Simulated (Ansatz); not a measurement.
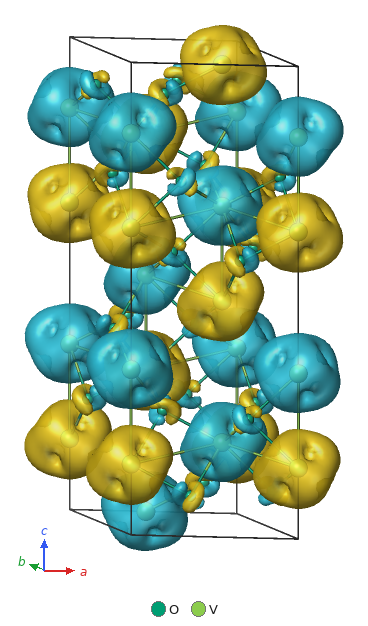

V₂O₃. Isosurfaces of the magnetisation density (up minus down) at +0.03 (yellow) and −0.03 e/Å³ (cyan), seen slightly off an axis. Sticks mark near contacts.

Space group R-3c; not relaxed (largest force 0.8 eV/Å); computed pressure about −6 GPa in this cell; spin-polarised.

Theory: DFT, PBEsol, PAW, plane waves, scalar-relativistic (Ansatz).

The density is the valence pseudo-density of a PAW calculation; it isn't the true density close to the nuclei.

Q: Describe the spin distribution.

A: The spin density sits on V: +1.1 μB (×6) and −1.1 μB (×6) in one cell of 30 atoms: antiferromagnetic in this solution, which needn't be the ground state, with every nearest magnetic neighbour opposed. The cell of the calculation (10 atoms) carries 0.0 μB of net spin moment.
